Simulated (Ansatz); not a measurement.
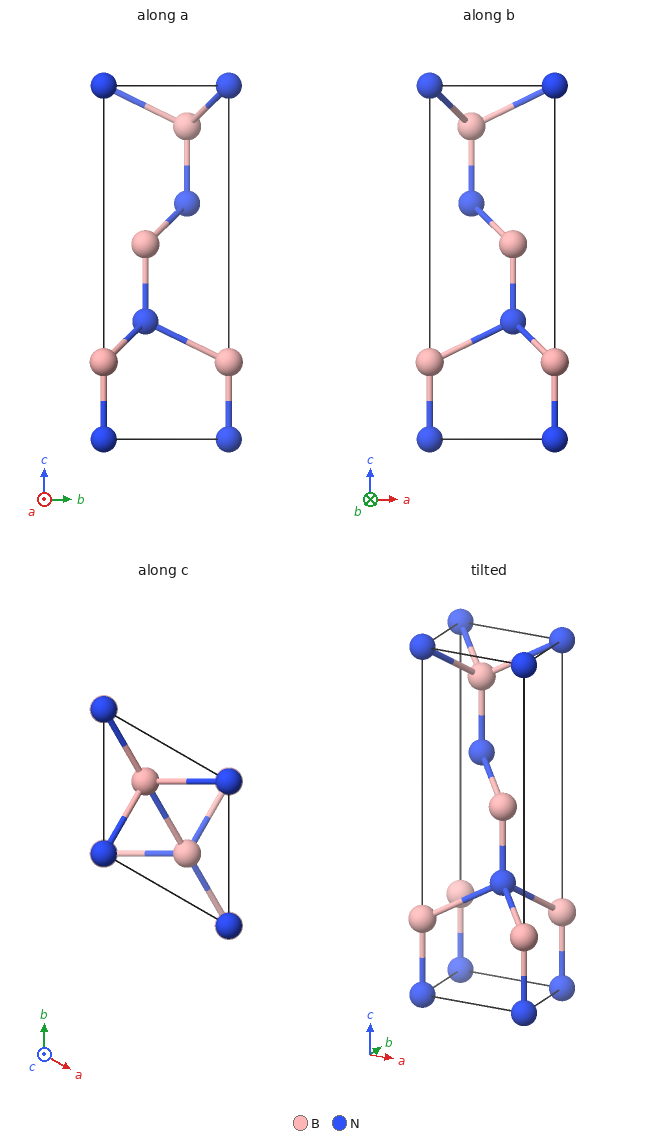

We look at a ball-and-stick model of the crystal along the a axis, along the b axis, along the c axis and slightly off an axis. The wireframe shows the conventional unit cell.

Lattice parameters: a = 2.563 Å, b = 2.563 Å, c = 6.278 Å, α = 90.00°, β = 90.00°, γ = 120.00°.

Q: Convert the drawing into a table of Wyckoff sites, with free fractional coordinates to two decimals.

A: Space group R3m:H (No. 160).
```json
{"atom": "B", "site": "3a", "x": "0.3333", "y": "0.6667", "z": "0.88"}
{"atom": "N", "site": "3a", "x": "0.3333", "y": "0.6667", "z": "0.6667"}
```

The starting point was a structure type filled with these elements by a generator (whether the compound takes this form wasn't checked). The cell was then strained or its atoms displaced on purpose. It was run through Ansatz as a DFT input.

At this level of theory the cell isn't at rest (compressed, at 16 GPa and forces up to 4.1 eV/Å), so its distances can differ from those at equilibrium, the more so the softer the solid.
